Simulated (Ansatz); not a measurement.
# SnO2: what the fields show

Input

```
crystal:
  lattice:
    - [4.7598181028, -0.1189954526, 0.0]
    - [-0.1190014404, 4.7600576175, 0.0]
    - [0.0, 0.0, 3.2007107555]
  atoms:
    - { symbol: Sn, position: [0.5, 0.5, 0.5] }
    - { symbol: Sn, position: [0.0, 0.0, 0.0] }
    - { symbol: O, position: [0.3058623572, 0.3059582262, 0.0] }
    - { symbol: O, position: [0.8058623572, 0.1940417738, 0.5] }
    - { symbol: O, position: [0.1941376428, 0.8059582262, 0.5] }
    - { symbol: O, position: [0.6941376428, 0.6940417738, 0.0] }
basis:
  ecutwfc: 500
kpoints:
  mp_grid: { grid: [6, 6, 8] }
hamiltonian:
  xc: r2scan
scf:
  occupations: { method: gaussian, width: 0.05 }
output:
  forces: true
  stress: true
  eigenvalues: true
  write_density: true
  write_potential: true
  elf: true
  volumetric_format: npy
```

Launched as:

```sh
ansatz run input.yaml --threads 1 --pin off --max-ram 2560MiB --backend cpu --events-out ev --progress --plain --runs-dir out
```

Below, planes, directions and counts refer to the conventional cell (a = 6.56 Å, b = 6.90 Å, c = 3.20 Å, α = 90.00°, β = 90.00°, γ = 90.00°).

Space group Cmmm; a structure from a database of computed crystals, not necessarily the ambient phase; changed on purpose from its base cell (strain -0.0500 x Voigt [0, 0, 0, 0, 0, 1], atoms carried along).

Method: DFT r2SCAN, scalar-relativistic, plane waves, PAW (Ansatz).

Core electrons are frozen (PAW), and the valence fields are smoothed inside the atomic spheres.

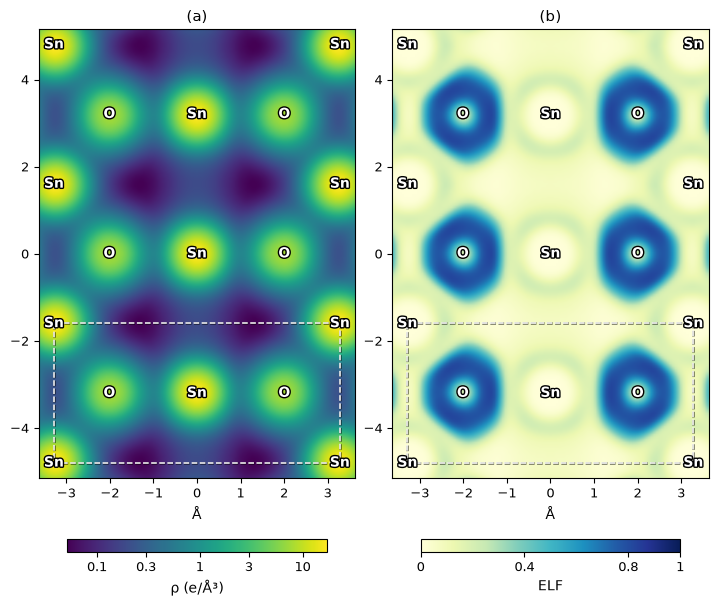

Figure 1. (a) valence electron density; (b) ELF on the (010) plane of the conventional cell.

**Read the bonding off the picture.**

- The plane passes through Sn and O nuclei.
- Sn–O (2.01 Å): ρ at the midpoint is about 0.73 e/Å³; the ELF peaks at about 0.80 in the valence shell of O, 0.6 Å from its nucleus, and is about 0.25 at the midpoint: no localised pair shows between them.
- Between the atoms the lowest density in this plane is 0.05 e/Å³.

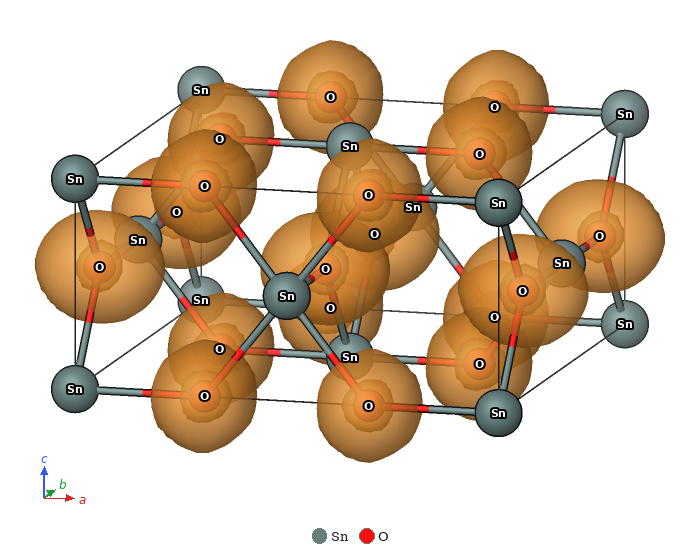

Figure 2. Isosurface of the electron localisation function at 0.7 (orange), seen slightly off an axis. Core shells and regions of very low density are left out. Sticks mark near contacts.

**What do the ELF domains correspond to?**

At this value the surface marks out eight regions wrapped around O (the valence shell of each), counted in one cell of 12 atoms. Regions shared between cells count once.


 Sn–O (2.09 Å): the ELF peaks at about 0.80 in the valence shell of O, 0.6 Å from its nucleus, and is about 0.25 at the midpoint: no shared electron pair shows on this line.

**Does the calculation give a band gap?**

It is gapped, with a Kohn–Sham gap of 1.8 eV on the k-point mesh (the band edges may lie off the mesh, which would make the gap smaller).
